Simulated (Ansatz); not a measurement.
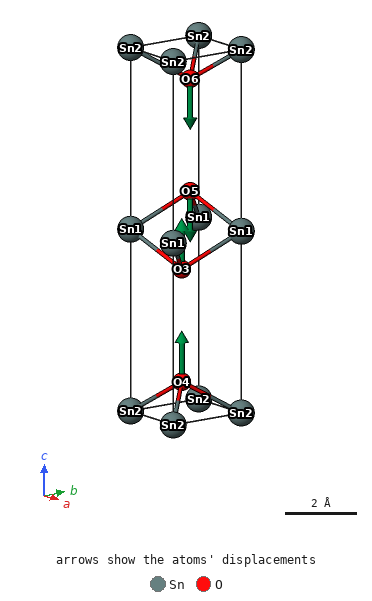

Lattice vibrations of crystalline SnO2, space group P6₃/mmc (No. 194), at the zone centre. The optical levels lie at 17i (×2), 30, 413 (×2), 414 (×2), 459 (×2), 460 (×2), 495, 497, 498, 548 cm⁻¹. One mode is drawn. Displacements are drawn as green arrows; their common scale and sign are arbitrary. A ball-and-stick model of the cell of the calculation, seen slightly off an axis.

Method: Ansatz, DFT LDA, scalar-relativistic, plane waves, PAW. Settings: plane-wave cutoff 420 eV; k-point mesh 12 × 12 × 4; occupations gaussian; smearing width 0.05 eV; no spin polarisation.

Frequencies are those without the non-analytic (LO–TO) term.

To which level does it belong?

The level at 497 cm⁻¹. This is the B₁g mode, optical level 8 of 10, counted from below (1 lower level is imaginary, so the structure is unstable), silent by symmetry (neither infrared- nor Raman-active). The Sn atoms stay at rest; all motion is along c; atoms of one kind move against one another, with no net shift of their sublattice.

Limits of the set-up: layers or molecules are held without a dispersion correction, so their spacing is unreliable.
